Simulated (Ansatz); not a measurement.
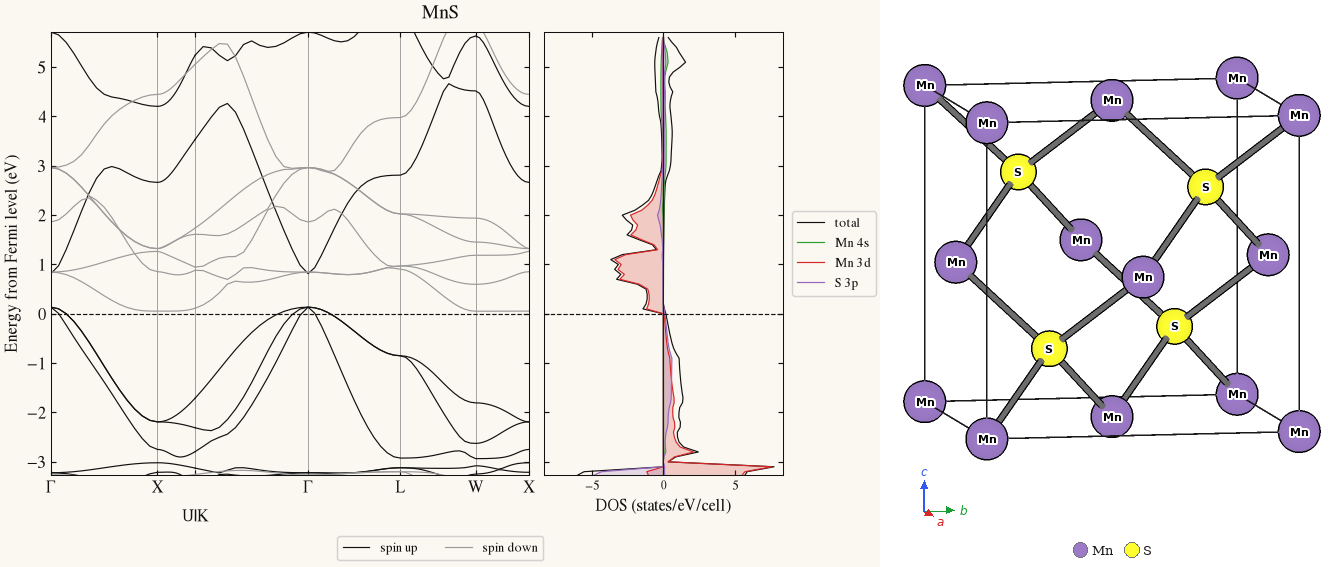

What does this figure show?

Band structure and density of states of MnS, space group F-43m, 2 atoms in the cell, beside the structure. Method: DFT PBE, scalar-relativistic, plane waves, PAW, spin-polarised, 14×14×14 k mesh, Gaussian smearing of 0.1 eV (Ansatz). Energies are counted from the Fermi level. The partial curves are projected on Löwdin-orthogonalised atomic shells. Spin-down states are drawn negative.

A half-metal: spin-up bands cross the Fermi level, while the spin-down bands leave a gap of 3.23 eV along the path around it. The cell's moment is 5.0 μB, a whole number as a half-metal requires. At W the nearest levels lie 1.80 eV below and 0.05 eV above the Fermi level. The density of states at the Fermi level isn't well fixed here: it changes fast, and within 0.3 eV it runs from 0.17 to 1.5 per eV and cell. At the Fermi level spin up gives about 0.16 and spin down about 0.53 states per eV, a polarisation (up − down)/(up + down) of about −0.5.
